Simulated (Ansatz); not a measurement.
**Co: density, localisation and related maps**

Input

```
crystal:
  lattice:
    - [2.4705617809, 0.0, 0.0]
    - [-1.2352808905, 2.1395692639, 0.0]
    - [0.0, 0.0, 8.0882338]
  atoms:
    - { symbol: Co, position: [0.6666666667, 0.3333333333, 0.75], spin: 2.0 }
    - { symbol: Co, position: [0.0, 0.0, 0.5], spin: 2.0 }
    - { symbol: Co, position: [0.3333333333, 0.6666666667, 0.25], spin: 2.0 }
    - { symbol: Co, position: [0.0, 0.0, 0.0], spin: 2.0 }
hamiltonian:
  xc: rpbe
  pseudopotentials: { kind: paw }
magnetization:
  spin_polarized: true
kpoints:
  mp_grid: { grid: [12, 12, 4] }
  band_path:
    path:
      - [[0.0, 0.0, 0.0], [0.5, 0.0, 0.0], [0.3333333333, 0.3333333333, 0.0], [0.0, 0.0, 0.0], [0.0, 0.0, 0.5], [0.5, 0.0, 0.5], [0.3333333333, 0.3333333333, 0.5], [0.0, 0.0, 0.5]]
      - [[0.5, 0.0, 0.5], [0.5, 0.0, 0.0]]
      - [[0.3333333333, 0.3333333333, 0.0], [0.3333333333, 0.3333333333, 0.5]]
    npoints: 14
scf:
  occupations: { method: fermi_dirac, width: 0.05 }
  n_extra_bands: 10
output:
  forces: true
  stress: true
  eigenvalues: true
  fatbands: false
  write_density: true
  write_potential: true
  elf: true
  volumetric_format: npy
```

Run with:

```sh
ansatz run input.yaml --threads 2 --pin off --max-ram 5120MiB --backend cpu --events-out ev --progress --plain --runs-dir out
```

Below, planes, directions and counts refer to the conventional cell (a = 2.47 Å, b = 2.47 Å, c = 8.09 Å, α = 90.00°, β = 90.00°, γ = 120.00°).

Space group P6₃/mmc; a structure from a database of computed crystals, not necessarily the ambient phase; computed pressure about 11 GPa in this cell; spin-polarised.

Method: Kohn-Sham DFT of a periodic cell, RPBE, Ansatz PAW (Ansatz 0.2.0).

In a PAW calculation such maps are meaningful between the atoms, not at the nuclei.

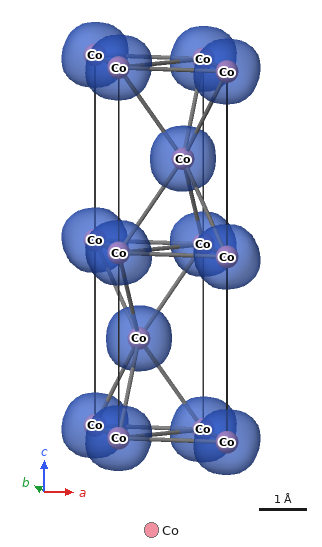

Figure 1. Isosurfaces of the spin density at +0.2 (blue) and −0.2 e/Å³ (red), seen slightly off an axis. Sticks mark near contacts.

Describe the spin distribution.

Answer. The spin density sits on Co: +1.7 μB (×4) in one cell of 4 atoms: parallel moments (a ferromagnetic arrangement) in this solution. The cell of the calculation (4 atoms) carries 6.7 μB of net spin moment. Only one sign reaches the isovalue.

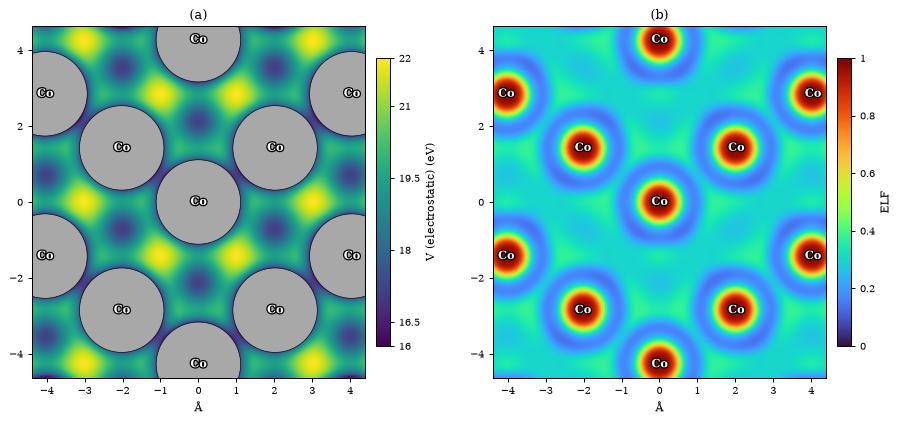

Figure 2. (a) electrostatic potential energy of an electron; (b) electron localisation function on the (110) plane of the conventional cell. Grey discs cover the atomic cores in the potential map.

Read the bonding off the picture.

Answer. Atoms in the plane: Co.
Co–Co (2.47 Å): the ELF is about 0.25 at the midpoint (no localised pair shows between them).
The features right at Co lie inside the PAW spheres, where the map follows smoothed inner orbitals and isn't to be read closely.
Outside the cores the potential energy rises away from the atoms and is highest about 1.7 Å from the nearest atoms; its zero is arbitrary.

Does the calculation make it a metal, or give it a gap?

Answer. It is metallic or semimetallic at this level of theory: no gap opens.
